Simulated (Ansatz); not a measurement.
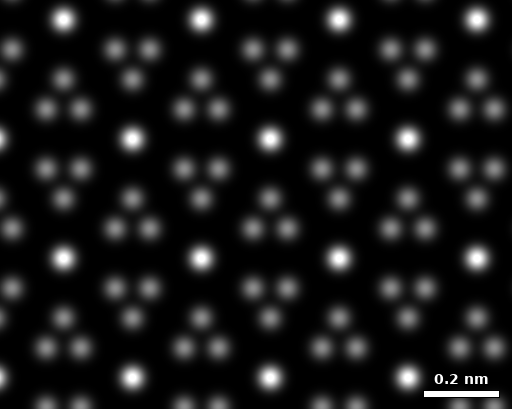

Dark-field STEM-like image of a crystal. The image is simulated as a sum over atoms of Z^1.8, blurred by a 0.50 Å probe (no channelling).

Q: Measure the repeat of the pattern.

A: The pattern repeats on a hexagonal net with a repeat of 3.8 Å.

Q: What is the plane group of the image?

A: p6mm: sixfold points with mirror lines through them.

Q: How many columns does the smallest repeating cell hold, and how many levels of brightness?

A: 7 columns in the primitive cell of 12.3 Å², with 2 levels of brightness (about 100, 50 % of the brightest, counted from the darkest point).

The crystal is Cu (Pm-3n, No. 223) seen along [111]. Model: the input geometry of an electronic-structure calculation (not necessarily at equilibrium); the starting structure was generated, so it need not be a known form of this composition.
